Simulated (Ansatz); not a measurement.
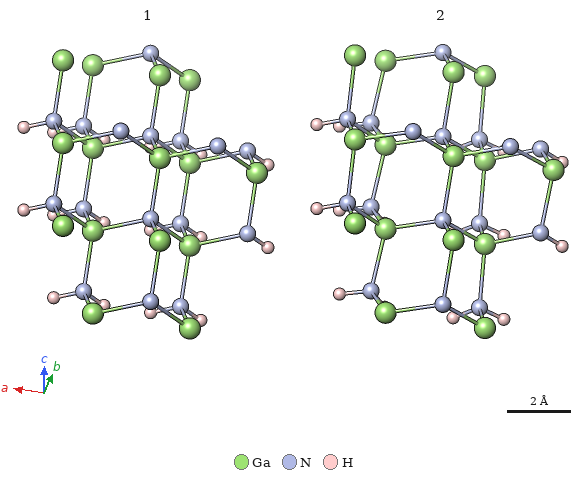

Two geometries of a wire of composition Ga₂H₃N₂, drawn at one scale. One is the start of a relaxation, the other its converged end. A ball-and-stick model of the atoms within 5.8 Å of the atom that moves most (axes of the 2 repeat of the cell, with the vacuum cut short (origin shifted)), seen from a free direction.

Method: Ansatz 0.2.0, DFT PBE, scalar-relativistic, plane waves, PAW. Settings: plane-wave cutoff 420 eV; k-point mesh 1 × 1 × 10; occupations gaussian; smearing width 0.05 eV; no spin polarisation; cell relaxed at fixed a, b, alpha, beta, gamma; force threshold 0.02 eV/Å; at most 45 steps.

> Which of the two is the end point?

Structure 2 is the relaxed one. Case: wire along [1 1 0], 16 atoms a period, capped with H. After 7 accepted moves (9 points after the start) the energy has fallen by 1.442 eV per cell of the calculation. Largest force component: 2.2 eV/Å at the start, 0.0059 eV/Å at the end. The SCF was repeated twice at an unchanged geometry on a basis and grid sized afresh for the cell, which shifted the energy by 12.3 meV per cell of the calculation at most. The largest moves relative to the centre of the atoms, 0.40 Å, are those of H atoms. Largest moves by element: H 0.40 Å, N 0.19 Å, Ga 0.18 Å. Along the periodic axis the drawn cell goes c 6.433 → 6.526 Å (+1.5 %). Some distances before and after: Ga–N 1.970 → 2.093 Å, Ga–N 1.970 → 2.058 Å, Ga–N 1.970 → 1.893 Å, H–N 1.020 → 1.026 Å. Bond angles that change, for instance: Ga–N–Ga 109.5° → 120.9°, N–Ga–N 109.5° → 116.9°, Ga–N–Ga 109.5° → 102.4°. Cost: 3.9 min on 4 threads of Intel(R) Xeon(R) Platinum 8488C (Sapphire Rapids), with other jobs on the host, peak memory 2.8 GiB.
